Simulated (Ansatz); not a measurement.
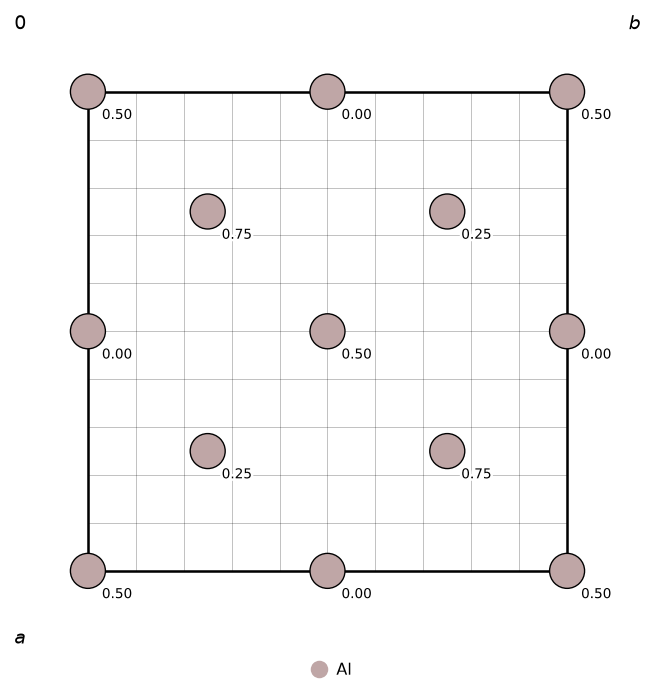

Plan of a unit cell projected along c (a down the page, b across); the numbers are heights as fractions of c, and atoms on the cell's edges are repeated. The grid marks tenths of a and b. Source: the geometry relaxed with DFT, BLYP, plane waves (420 eV) with PAW, scalar-relativistic (Ansatz 0.2.0); the starting structure was generated, so it need not be a known form of this composition. All values are computed from the atomic coordinates in the standard setting (tolerance 0.002 Å).

a = 6.158 Å, b = 6.158 Å, c = 6.158 Å, α = 90.00°, β = 90.00°, γ = 90.00°.

> What does the cell contain?

8 Al: Al, Z = 8.

> Which space group?

Fd-3m (No. 227, origin choice 1), face-centred cubic.

> Give the independent sites, coordinates to two places.

```json
{"atom": "Al", "site": "8b", "symmetry": "-43m", "x": "0.75", "y": "0.75", "z": "0.75"}
```
